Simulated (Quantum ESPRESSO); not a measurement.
## Ta₂N: 7 runs along one coordinate

System: Ta₂N (P-3m1, 3 atoms in the cell).
Method: Kohn-Sham DFT of a periodic cell, PBE, SSSP 1.3 efficiency PBE, no spin polarisation (Quantum ESPRESSO 7.5).

The 7 runs differ only in the geometry, by an even scaling of the cell at fixed fractional positions. The structure derives from a Materials Project entry.

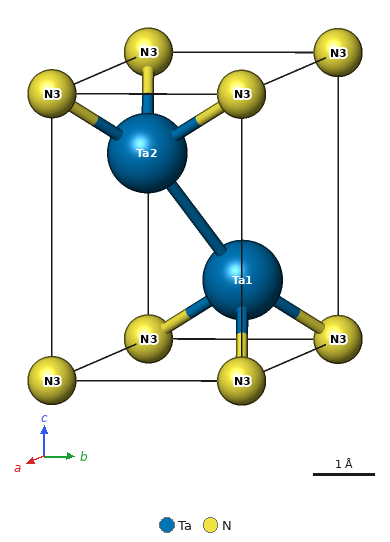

Figure 1. The structure of run 4 (ball-and-stick view of the cell of the calculation, seen at an oblique angle; atoms are numbered from 1 in the order of the input).

**Input of run 4**
```
&CONTROL
  calculation = 'scf'
  prefix = 'pwscf'
  outdir = './tmp'
  pseudo_dir = './pseudo'
  tprnfor = .true.
  tstress = .true.
  disk_io = 'nowf'
/
&SYSTEM
  ibrav = 0
  nat = 3
  ntyp = 2
  ecutwfc = 60
  ecutrho = 480
  nbnd = 23
  occupations = 'smearing'
  smearing = 'fd'
  degauss = 0.00367493
/
&ELECTRONS
  conv_thr = 6d-10
  electron_maxstep = 120
  mixing_beta = 0.5
/
ATOMIC_SPECIES
Ta   180.9479 Ta_pbe_v1.uspp.F.UPF
N     14.0070 N.pbe-n-radius_5.UPF
CELL_PARAMETERS angstrom
   3.1128615060    0.0000000000    0.0000000000
  -1.5564307530    2.6958171426    0.0000000000
   0.0000000000    0.0000000000    4.8698410000
ATOMIC_POSITIONS crystal
Ta     0.3333333333    0.6666666667    0.2547110000
Ta     0.6666666667    0.3333333333    0.7452890000
N      0.0000000000    0.0000000000    0.0000000000
K_POINTS automatic
10 10 6 0 0 0
```

Command:
```bash
OMP_NUM_THREADS=1 pw.x -in pw.in > pw.out
```

Lattice vectors (Å) and fractional positions of run 4:
```
   3.112862    0.000000    0.000000
  -1.556431    2.695817    0.000000
   0.000000    0.000000    4.869841
Ta  0.333333  0.666667  0.254711
Ta  0.666667  0.333333  0.745289
N   0.000000  0.000000  0.000000
```

Run 6 differs from it as follows:
```diff
-   3.1128615060    0.0000000000    0.0000000000
-  -1.5564307530    2.6958171426    0.0000000000
-   0.0000000000    0.0000000000    4.8698410000
+   3.1538249076    0.0000000000    0.0000000000
+  -1.5769124538    2.7312924890    0.0000000000
+   0.0000000000    0.0000000000    4.9339252043
```

**Results, with one run withheld**

```tsv
run	volume per atom (Å³)	free energy per atom, from the lowest run given (meV)	pressure (GPa)
1	12.805	40.20	18.03
2	13.077	15.54	10.80
3	13.350	2.54	4.31
4	13.622	0.00	−1.52
5	13.895	6.87	−6.75
6	14.167	?	?
7	14.439	45.08	−15.68
```

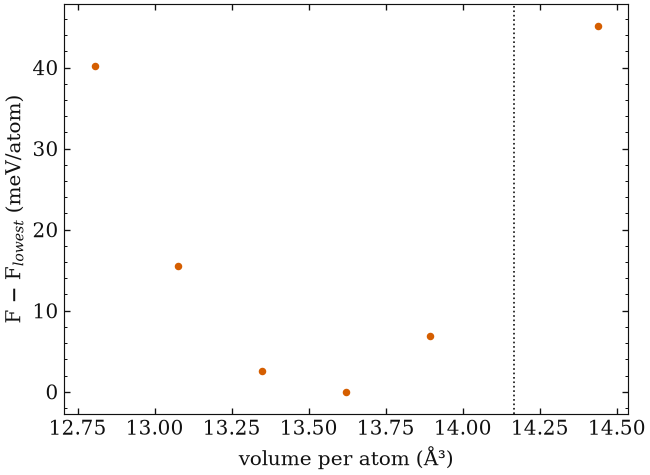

Figure 2. Free energy per atom of the runs given; the dotted line marks run 6.

Fit the runs given and predict run 6.

A cubic polynomial in V^(−2/3) (the Birch–Murnaghan form), fitted to the 6 runs given, misses them by at most 0.02 meV per atom. With x = V^(−2/3) − 0.17626 Å⁻², it reads F = −0.17887 + 630.67 x + 8.6942e+05 x² + 7.8882e+05 x³ (meV per atom). At run 6 it gives 22.19 meV per atom, and the run itself gives 22.18. The slope of the fit gives a pressure −dF/dV of −11.33 GPa there, and the run prints −11.46 GPa. The two needn't agree exactly: the fit is approximate, and the printed stress is taken on a finite basis. The fit has its minimum at 13.555 Å³ per atom, where V d²F/dV² gives 282 GPa. Cell shape and fractional positions are held, so this is the stiffness under even scaling; the relaxed bulk modulus wasn't computed.

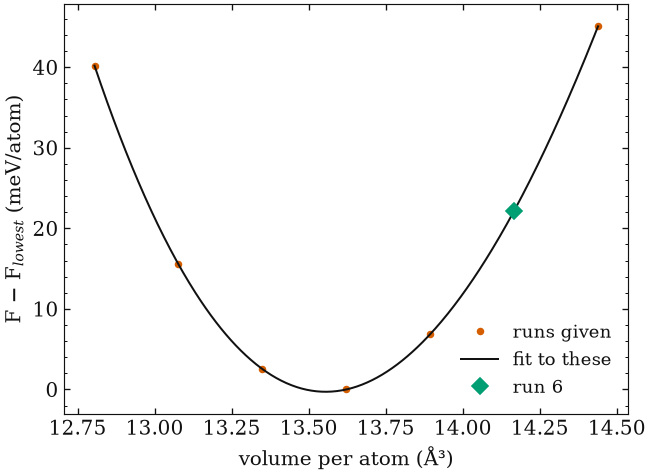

Figure 3. The fit and the withheld run.

**Some lines of the output (run 6)**
```
[...]
     total energy              =    -303.93759887 Ry
     total energy              =    -304.03907451 Ry
     total energy              =    -304.12750243 Ry
     total energy              =    -304.13000857 Ry
     total energy              =    -304.13015611 Ry
     total energy              =    -304.13017679 Ry
     total energy              =    -304.13018128 Ry
     total energy              =    -304.13018136 Ry
     total energy              =    -304.13018139 Ry
     the Fermi energy is    18.7554 ev
!    total energy              =    -304.13018139 Ry
     The total energy is F=E-TS. E is the sum of the following terms:
     Computing stress (Cartesian axis) and pressure
          total   stress  (Ry/bohr**3)                   (kbar)     P=     -114.57
```

Notes on the run: SCF correction compared to forces is large; negative rho. Spin–orbit coupling is left out, which matters for Ta. The cell holds an odd number of electrons but the run has no spin polarisation, so it comes out as a metal.
